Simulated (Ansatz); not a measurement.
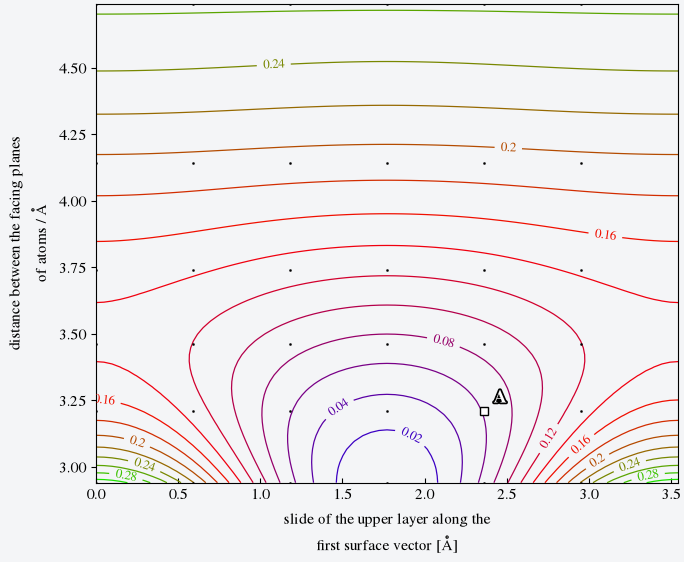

A bilayer of two PtS₂ sheets (1T type) (6 atoms in the cell). The upper layer of a bilayer is slid along a line and lifted, both layers rigid. The first coordinate is: slide of the upper layer along the first surface vector, from S4 above S3; the second: distance between the facing planes of atoms. The grid has 6 × 6 points; 24 points were computed and 12 follow by symmetry. Points are written as (first, second). Energies are in J/m², from the lowest grid point. All numbers below come from DFT PBE+D3(BJ), scalar-relativistic, plane waves, PAW (Ansatz). Settings: cutoff 420 eV, k-mesh 9×9×1, gaussian smearing 0.05 eV, no spin polarisation.

In the figure: contour lines labelled in J/m², dots at the grid points, the point A. Between grid points the surface is interpolated.

> Is A at rest? If not, where is it pushed?

A, at (2.36 Å, 3.21 Å), is not a stationary point. The computed force is 0.1 J/m² for each Å towards smaller values of the first coordinate and 0.062 J/m² for each Å towards smaller values of the second coordinate.

PAW datasets: the set soft_1.
